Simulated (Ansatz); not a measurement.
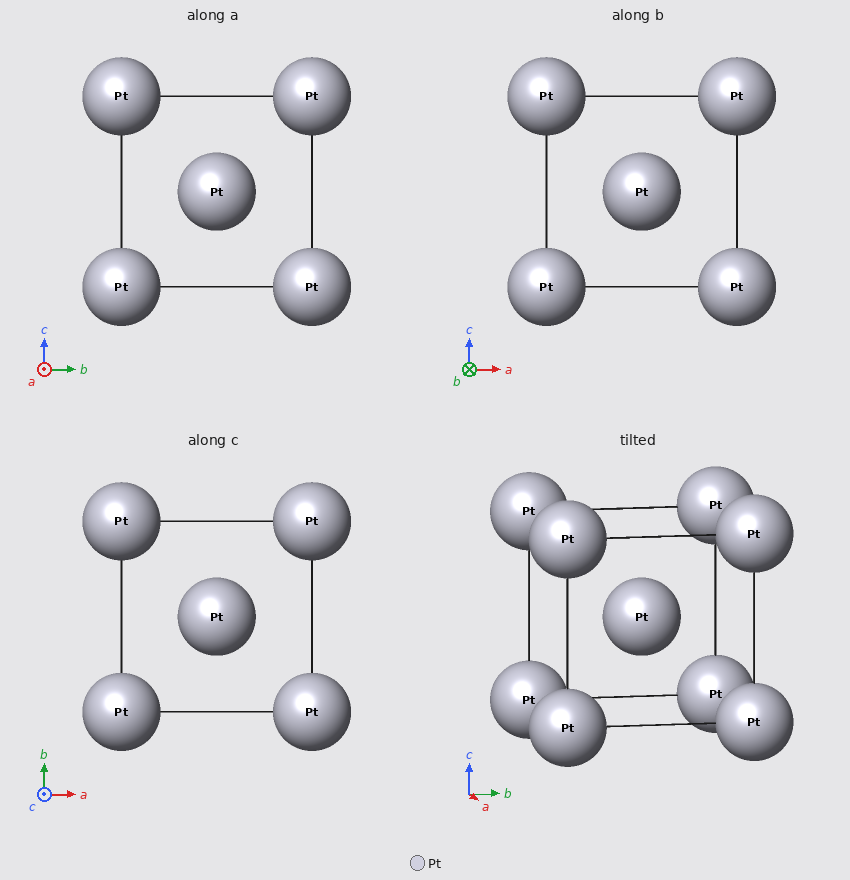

Spheres-only drawing of the structure, looking along the a axis, along the b axis, along the c axis and slightly off an axis. Thin lines show the conventional unit cell, with boundary atoms drawn in all their periodic places.

Lattice parameters: a = 3.141 Å, b = 3.141 Å, c = 3.141 Å, α = 90.00°, β = 90.00°, γ = 90.00°.

Give the structure in the form of a table of Wyckoff sites.

Space group Im-3m (No. 229).
```csv
atom,site,x,y,z
Pt,2a,0.0000,0.0000,0.0000
```

Its origin is a structure type filled with this element by a generator (whether the element takes this form wasn't checked). Earlier steps of the study may have refined or changed the cell and positions. It was the input of a calculation with Ansatz.
